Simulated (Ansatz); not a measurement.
Nudged elastic band, with input and output: TiSi16 (part 3 of 3)

TiSi16 (defect cell, 17 atoms in the cell); DFT PBE-D3(BJ), scalar-relativistic, plane waves, PAW, PAW set soft_1, no spin polarisation (Ansatz 0.2.0); cutoff 420 eV, 2×2×2 k-mesh, Gaussian smearing of 0.05 eV. It belongs to a series of runs on one base structure; here: band between the two ends.

Geometry of the input (Å; fractional positions):
```
0.0000  5.4300  5.4300
5.4300  0.0000  5.4300
5.4300  5.4300  0.0000
Si -0.0070  -0.0023  -0.0025
Si 0.1257  0.1181  0.1179
Si 0.0014  -0.0167  0.5005
Si 0.1253  0.1174  0.6243
Si 0.0014  0.5007  -0.0169
Si 0.1253  0.6246  0.1172
Si 0.0007  0.4998  0.4996
Si 0.1215  0.6206  0.6204
Si 0.4988  -0.0019  -0.0021
Si 0.6223  0.1217  0.1214
Si 0.4985  -0.0023  0.4920
Si 0.6189  0.1180  0.6248
Si 0.4985  0.4923  -0.0026
Si 0.6189  0.6250  0.1178
Si 0.4842  0.5006  0.5003
Si 0.6182  0.6245  0.6243
Ti 0.8717  0.3708  0.3706
```

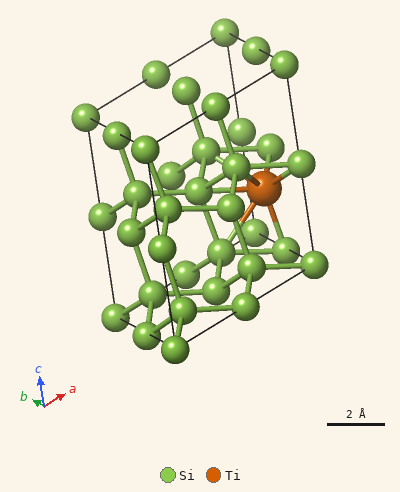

Figure 1. The starting structure (ball-and-stick view of the cell of the calculation, seen slightly off an axis). An atom can appear more than once, as a periodic image.

**Output, continued**
```
--- NEB band (9 images, 34 band iterations, 1881 SCF iterations) ---
  forward barrier  = 1.734525 eV
  backward barrier = 1.734361 eV
  lagrangian_above_aufbau_ev (what the smearing adds, to first order; not taken off the barriers): saddle image -0.008733 eV, end points -0.015646 and -0.015273 eV
  climbing image's point = of a kind that is not told: the force calls were inconclusive, a negative curvature could not be distinguished from the path's own, the only one lies far off the path, or fixed occupations may fill a level only in part (lowest curvatures found: -3.62 and 0.06 eV/Å²)
  energies are F+E_penalty+E_count in eV, relative to image 0
  image     s (Å)  Δ vs image 0  max|band force component| (eV/Å)
      0    0.0000      0.000000                                 —
      1    0.7270      0.647927                          3.721e-2
  *   2    1.4444      1.734525                          4.079e-2
      3    2.1565      0.617299                          3.375e-2
      4    2.8586      0.001994                          1.747e-2
      5    3.5558      0.804228                          3.232e-2
      6    4.2520      1.725927                          4.408e-2
      7    4.9512      0.545559                          3.130e-2
      8    5.6547      0.000165                                 —
  climbing-image geometry (image 2):
  cell:  # Å, volume = 320.2060 Å³
    - [0.0, 5.43, 5.43]
    - [5.43, 0.0, 5.43]
    - [5.43, 5.43, 0.0]
  atoms:
    - { symbol: Si, position: [0.011218466611900124, -0.004716308911323748, -0.004273520800589795] }
    - { symbol: Si, position: [0.14245268739117473, 0.115505669183969, 0.11515913932440788] }
    - { symbol: Si, position: [0.0031385862462384832, -0.024213924542070154, 0.513518686147968] }
    - { symbol: Si, position: [0.12906170933405336, 0.11209156737961713, 0.6222756770921415] }
    - { symbol: Si, position: [0.0032260339442874986, 0.5139705408666739, -0.024567642449382088] }
    - { symbol: Si, position: [0.12913850189371542, 0.6218080200894456, 0.11258870304395319] }
    - { symbol: Si, position: [-0.007752242900044726, 0.4836790976508885, 0.4841803186236605] }
    - { symbol: Si, position: [0.10391928869003986, 0.6151451208105824, 0.6148438432502673] }
    - { symbol: Si, position: [0.5027896719250169, 0.016392966056915703, 0.015753069481032667] }
    - { symbol: Si, position: [0.6401301129728795, 0.1340551895915898, 0.13449643177468967] }
    - { symbol: Si, position: [0.5029283634107318, -0.00412696470715862, 0.5065183886470586] }
    - { symbol: Si, position: [0.6038643964739989, 0.11584641217798525, 0.6554466715639902] }
    - { symbol: Si, position: [0.5030416246846957, 0.5061481420927693, -0.0036000526950289435] }
    - { symbol: Si, position: [0.6038955531826973, 0.6560383328554307, 0.11544951151412108] }
    - { symbol: Si, position: [0.46405548063904306, 0.5155933093619505, 0.5151500227314065] }
    - { symbol: Si, position: [0.6203251329236948, 0.6216560874849076, 0.6221782970555614] }
    - { symbol: Ti, position: [0.8017850875758776, 0.3156787500578264, 0.31514281319474335] }
```

**The last band as extended XYZ (Å, eV, eV/Å)**
```
17
Lattice="0.0000 5.4300 5.4300 5.4300 0.0000 5.4300 5.4300 5.4300 0.0000" Properties=species:S:1:pos:R:3:forces:R:3 image=0 energy=-12676.06501
Si   -0.0260   -0.0518   -0.0506    0.0068   0.0008   0.0008
Si    1.2814    1.3226    1.3238   -0.0129  -0.0066  -0.0068
Si    2.6269    2.7250   -0.0830    0.0009  -0.0015   0.0007
Si    4.0275    4.0704    1.3177   -0.0024   0.0102  -0.0029
Si    2.6271   -0.0842    2.7262    0.0006   0.0006  -0.0013
Si    4.0276    1.3165    4.0716   -0.0023  -0.0027   0.0103
Si    5.4271    2.7167    2.7178   -0.0002  -0.0011  -0.0008
Si    6.7385    4.0287    4.0297   -0.0016  -0.0017  -0.0018
Si   -0.0219    2.6970    2.6983    0.0026   0.0021   0.0021
Si    1.3199    4.0386    4.0400   -0.0002   0.0002   0.0002
Si    2.6590    5.3784    2.6940    0.0006   0.0005   0.0068
Si    4.0331    6.7530    4.0012   -0.0065  -0.0067  -0.0116
Si    2.6591    2.6927    5.3797    0.0006   0.0068   0.0005
Si    4.0332    3.9999    6.7543   -0.0065  -0.0119  -0.0069
Si    5.4347    5.3461    5.3475   -0.0009   0.0016   0.0014
Si    6.7808    6.7467    6.7480    0.0099  -0.0026  -0.0027
Ti    4.0262    6.7458    6.7469    0.0114   0.0120   0.0120
17
Lattice="0.0000 5.4300 5.4300 5.4300 0.0000 5.4300 5.4300 5.4300 0.0000" Properties=species:S:1:pos:R:3:forces:R:3 image=1 energy=-12675.41708
Si   -0.0592    0.0241    0.0223   -0.0270  -0.0758  -0.0740
Si    1.2667    1.3811    1.3835    0.0335  -0.0780  -0.0784
Si    2.6150    2.7649   -0.1420   -0.1451  -0.1811  -0.1258
Si    3.9596    4.0760    1.2895   -0.0821  -0.0631  -0.1133
Si    2.6155   -0.1443    2.7679   -0.1488  -0.1275  -0.1792
Si    3.9597    1.2918    4.0746   -0.0822  -0.1151  -0.0609
Si    5.2481    2.5909    2.5886   -0.0009  -0.0322  -0.0313
Si    6.6572    3.8877    3.8903   -0.0959  -0.0725  -0.0747
Si    0.1478    2.8076    2.8113   -0.0810  -0.0375  -0.0395
Si    1.4314    4.1859    4.1843   -0.0569  -0.0882  -0.0866
Si    2.7044    5.4617    2.7038   -0.0550  -0.1021  -0.0590
Si    4.1532    6.8147    3.9390   -0.1219  -0.0965   0.0611
Si    2.7049    2.7062    5.4606   -0.0555  -0.0600  -0.1013
Si    4.1540    3.9362    6.8183   -0.1246   0.0617  -0.1000
Si    5.5383    5.2858    5.2891   -0.2158  -0.1312  -0.1335
Si    6.7514    6.7229    6.7208    0.0054  -0.1224  -0.1203
Ti    3.8146    6.4758    6.4788    1.2538   1.3214   1.3168
17
Lattice="0.0000 5.4300 5.4300 5.4300 0.0000 5.4300 5.4300 5.4300 0.0000" Properties=species:S:1:pos:R:3:forces:R:3 image=2 energy=-12674.33048
Si   -0.0488    0.0377    0.0353    0.0115   0.0091   0.0103
Si    1.2525    1.3988    1.4007   -0.0072   0.0214   0.0214
Si    2.6569    2.8054   -0.1144   -0.0176   0.0139  -0.0066
Si    3.9876    4.0798    1.3095    0.0053  -0.0075  -0.0168
Si    2.6575   -0.1159    2.8084   -0.0182  -0.0054   0.0144
Si    3.9878    1.3126    4.0776    0.0058  -0.0176  -0.0062
Si    5.2555    2.5870    2.5843   -0.0072  -0.0330  -0.0319
Si    6.6788    3.9029    3.9045   -0.0384  -0.0106  -0.0111
Si    0.1746    2.8157    2.8192    0.0046   0.0242   0.0215
Si    1.4582    4.2062    4.2038    0.0383   0.0192   0.0203
Si    2.7280    5.4813    2.7085    0.0264  -0.0027  -0.0087
Si    4.1881    6.8381    3.9080   -0.0012   0.0215   0.0103
Si    2.7288    2.7120    5.4799    0.0264  -0.0095  -0.0020
Si    4.1892    3.9060    6.8414   -0.0012   0.0103   0.0214
Si    5.5969    5.3171    5.3195   -0.0050   0.0027   0.0008
Si    6.7540    6.7468    6.7440    0.0199  -0.0203  -0.0186
Ti    3.4254    6.0649    6.0678   -0.0421  -0.0157  -0.0184
17
Lattice="0.0000 5.4300 5.4300 5.4300 0.0000 5.4300 5.4300 5.4300 0.0000" Properties=species:S:1:pos:R:3:forces:R:3 image=3 energy=-12675.44771
Si   -0.0287    0.0554    0.0526    0.0781   0.0926   0.0946
Si    1.3087    1.4276    1.4287    0.1655   0.1487   0.1478
Si    2.6891    2.7830   -0.0936    0.0864  -0.0340   0.0983
Si    4.0151    4.0848    1.3210    0.1033   0.0375   0.0651
Si    2.6898   -0.0943    2.7846    0.0853   0.0988  -0.0349
Si    4.0155    1.3244    4.0821    0.1044   0.0635   0.0386
Si    5.2841    2.6037    2.6005    0.0970   0.0618   0.0632
Si    6.6958    3.9133    3.9141    0.0233   0.0712   0.0686
Si    0.1963    2.8241    2.8269    0.0720   0.0829   0.0798
Si    1.4601    4.1979    4.1950    0.0267   0.0146   0.0155
Si    2.7596    5.5021    2.7051    0.1227   0.0933   0.0232
Si    4.2276    6.8687    3.9597    0.1178   0.1504   0.2020
Si    2.7606    2.7081    5.5004    0.1225   0.0194   0.0946
Si    4.2286    3.9587    6.8711    0.1186   0.2034   0.1502
Si    5.5765    5.3412    5.3430   -0.0737   0.1115   0.1100
Si    6.7709    6.7624    6.7595    0.0697   0.0709   0.0739
Ti    3.0298    5.6626    5.6646   -1.3197  -1.2864  -1.2905
17
Lattice="0.0000 5.4300 5.4300 5.4300 0.0000 5.4300 5.4300 5.4300 0.0000" Properties=species:S:1:pos:R:3:forces:R:3 image=4 energy=-12676.06301
Si    0.0313   -0.0094   -0.0127   -0.0129   0.0038   0.0056
Si    1.4102    1.3845    1.3820   -0.0154   0.0074   0.0086
Si    2.7594    2.7685   -0.0459   -0.0006  -0.0049   0.0055
Si    4.1052    4.0844    1.3509    0.0130  -0.0096   0.0023
Si    2.7596   -0.0441    2.7668   -0.0023   0.0054  -0.0027
Si    4.1052    1.3541    4.0812    0.0139   0.0017  -0.0085
Si    5.4035    2.7356    2.7322    0.0176  -0.0160  -0.0136
Si    6.7715    4.0635    4.0619   -0.0005  -0.0014  -0.0012
Si    0.1173    2.6988    2.7007   -0.0075   0.0232   0.0149
Si    1.4016    4.0245    4.0228    0.0202   0.0195   0.0196
Si    2.7500    5.4780    2.6601    0.0068  -0.0085   0.0028
Si    4.1461    6.8698    3.9909   -0.0109   0.0011  -0.0159
Si    2.7500    2.6610    5.4769    0.0057   0.0022  -0.0090
Si    4.1456    3.9896    6.8709   -0.0035  -0.0200   0.0061
Si    5.4727    5.4435    5.4456   -0.0057  -0.0152  -0.0183
Si    6.7625    6.8301    6.8294    0.0013  -0.0272  -0.0285
Ti    2.7959    5.4184    5.4188   -0.0192   0.0385   0.0324
17
Lattice="0.0000 5.4300 5.4300 5.4300 0.0000 5.4300 5.4300 5.4300 0.0000" Properties=species:S:1:pos:R:3:forces:R:3 image=5 energy=-12675.26078
Si   -0.0271   -0.0511   -0.0554    0.0569  -0.0940  -0.0922
Si    1.4706    1.2247    1.2205    0.0540  -0.0574  -0.0569
Si    2.7562    2.7254   -0.0733    0.1249  -0.0300  -0.0994
Si    4.0082    4.1165    1.3425    0.0928  -0.0686  -0.0237
Si    2.7575   -0.0702    2.7209    0.1252  -0.1010  -0.0270
Si    4.0086    1.3468    4.1117    0.0939  -0.0251  -0.0672
Si    5.2699    2.8411    2.8364    0.1079  -0.0716  -0.0700
Si    6.7657    4.1086    4.1042    0.0612  -0.0774  -0.0746
Si    0.2044    2.5997    2.6017    0.1087  -0.1022  -0.1046
Si    1.2976    4.0023    4.0024    0.1057  -0.1393  -0.1406
Si    2.6844    5.5317    2.6462    0.0800  -0.0904   0.0533
Si    4.2303    6.9193    3.9921    0.1258  -0.1327  -0.1566
Si    2.6850    2.6453    5.5316    0.0791   0.0538  -0.0911
Si    4.2316    3.9907    6.9192    0.1267  -0.1563  -0.1338
Si    5.5836    5.5305    5.5312   -0.0829  -0.1057  -0.1072
Si    6.6904    6.9609    6.9610    0.0334  -0.0771  -0.0799
Ti    3.0791    5.1559    5.1572   -1.2933   1.2749   1.2713
17
Lattice="0.0000 5.4300 5.4300 5.4300 0.0000 5.4300 5.4300 5.4300 0.0000" Properties=species:S:1:pos:R:3:forces:R:3 image=6 energy=-12674.33908
Si   -0.0390   -0.0346   -0.0396    0.0059  -0.0033  -0.0018
Si    1.4612    1.2300    1.2253    0.0380  -0.0195  -0.0182
Si    2.7252    2.7253   -0.0526    0.0186   0.0165   0.0132
Si    3.9845    4.1300    1.3421   -0.0049   0.0268   0.0127
Si    2.7261   -0.0486    2.7196    0.0184   0.0126   0.0177
Si    3.9847    1.3471    4.1245   -0.0045   0.0113   0.0278
Si    5.2381    2.8605    2.8550   -0.0152   0.0421   0.0434
Si    6.7506    4.1260    4.1207    0.0157   0.0332   0.0352
Si    0.1730    2.6147    2.6160    0.0002  -0.0210  -0.0240
Si    1.2655    4.0281    4.0280   -0.0180  -0.0095  -0.0099
Si    2.6563    5.5512    2.6172   -0.0339   0.0244  -0.0025
Si    4.1890    6.9489    4.0236   -0.0186   0.0043  -0.0071
Si    2.6567    2.6164    5.5507   -0.0345  -0.0024   0.0232
Si    4.1901    4.0225    6.9486   -0.0190  -0.0064   0.0044
Si    5.6065    5.5537    5.5538   -0.0243   0.0188   0.0170
Si    6.6710    6.9746    6.9742   -0.0441   0.0201   0.0194
Ti    3.4649    4.7595    4.7602    0.1203  -0.1479  -0.1506
17
Lattice="0.0000 5.4300 5.4300 5.4300 0.0000 5.4300 5.4300 5.4300 0.0000" Properties=species:S:1:pos:R:3:forces:R:3 image=7 energy=-12675.51945
Si   -0.0518   -0.0188   -0.0243   -0.0345   0.0762   0.0785
Si    1.4334    1.2516    1.2465   -0.0603   0.0874   0.0887
Si    2.7047    2.7306   -0.0316   -0.0482   0.0584   0.1046
Si    3.9600    4.1483    1.3500   -0.0757   0.1071   0.0728
Si    2.7054   -0.0269    2.7246   -0.0489   0.1036   0.0593
Si    3.9601    1.3550    4.1423   -0.0758   0.0700   0.1091
Si    5.2498    2.8428    2.8368    0.0469  -0.0063  -0.0049
Si    6.7530    4.1463    4.1404    0.0130   0.1122   0.1146
Si    0.1467    2.6235    2.6238   -0.0808   0.0371   0.0348
Si    1.2743    4.0489    4.0481    0.0195   0.0839   0.0832
Si    2.6175    5.5761    2.6712   -0.1360   0.1182   0.2168
Si    4.1536    6.9207    4.0480   -0.1241  -0.0535   0.0985
Si    2.6180    2.6715    5.5750   -0.1393   0.2153   0.1192
Si    4.1545    4.0478    6.9199   -0.1269   0.1021  -0.0541
Si    5.5339    5.5776    5.5772   -0.2621   0.1179   0.1155
Si    6.6586    6.9773    6.9766   -0.0729   0.0446   0.0421
Ti    3.8411    4.3604    4.3600    1.2060  -1.2741  -1.2788
17
Lattice="0.0000 5.4300 5.4300 5.4300 0.0000 5.4300 5.4300 5.4300 0.0000" Properties=species:S:1:pos:R:3:forces:R:3 image=8 energy=-12676.06484
Si   -0.0225    0.0547    0.0521    0.0006  -0.0114  -0.0154
Si    1.3240    1.3938    1.3892   -0.0154   0.0152   0.0156
Si    2.6626    2.7401    0.0514    0.0115   0.0009  -0.0129
Si    4.0312    4.1162    1.3606    0.0040  -0.0056  -0.0275
Si    2.6615    0.0551    2.7358    0.0153  -0.0126  -0.0014
Si    4.0305    1.3623    4.1129    0.0049  -0.0158  -0.0040
Si    5.4326    2.7142    2.7113   -0.0097   0.0061   0.0112
Si    6.7838    4.1166    4.1125    0.0237  -0.0059  -0.0034
Si   -0.0185    2.7355    2.7321    0.0044  -0.0008  -0.0060
Si    1.2854    4.1101    4.1072   -0.0185   0.0048   0.0058
Si    2.6310    5.5171    2.7049    0.0084  -0.0141   0.0176
Si    4.0371    6.8618    4.1068   -0.0057   0.0263   0.0062
Si    2.6300    2.7070    5.5130    0.0130   0.0174  -0.0104
Si    4.0365    4.1104    6.8581   -0.0053   0.0048   0.0149
Si    5.4394    5.5175    5.5125   -0.0179  -0.0157  -0.0073
Si    6.7439    6.8321    6.8305   -0.0025   0.0097  -0.0004
Ti    4.0324    4.1153    4.1112   -0.0108  -0.0035   0.0173
```

**Results in brief**

```tsv
quantity	value
outcome	converged
barrier, forward	1.753 eV
barrier, backward	1.752 eV
electrons treated	76
wall time	23 min
peak memory	1.1 GiB
```

The k-point mesh is coarse for a cell of this size, so the results may not be converged.
